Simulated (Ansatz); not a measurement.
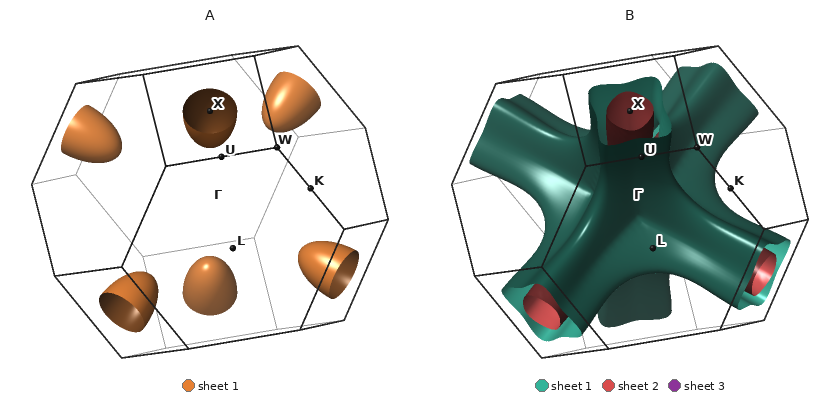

Constant-energy surfaces of BaS (space group Fm-3m, No. 225) near its two band edges (0.30 eV into the valence band, 0.30 eV into the conduction band), in unknown order.

The calculation used DFT PBE, scalar-relativistic, plane waves, PAW; levels and slopes on a dense k mesh at the converged density in Ansatz 0.2.0. No spin polarisation. The levels come from a k mesh of 32×32×32 points. Cell and positions as given, without relaxation.

Masses come from a second pass at points close to the extrema; at the energies drawn a band may no longer be parabolic.

Question: Which panel shows the holes and which the electrons?

Answer: B shows the valence band (holes), A the conduction band (electrons).

Question: Describe the extrema and the gap.

Answer: Valence band (extrema up to 0.30 eV from the edge): one maximum at Γ, three bands meeting there, with masses of 0.23 and 2.73 mₑ among them, each the same along x, y and z; three equivalent maxima at X, 0.10 eV below the edge, two bands meeting there. Band 8 forms the valence edge; band 7 meets it there and band 6 meets it there.
Conduction band (extrema up to 0.30 eV from the edge): three equivalent minima at X, principal masses 0.34, 0.34 and 1.30 mₑ. Band 9 forms the conduction edge.
The gap is indirect, 2.21 eV at this level of theory, which underestimates gaps and can reorder valleys that lie close.

Where one band's surface lies inside another's, the outer one hides all or part of it.

Spin-orbit coupling, left out here, can change the gap, its kind, the place of the band edges and the masses, since the compound holds Ba.
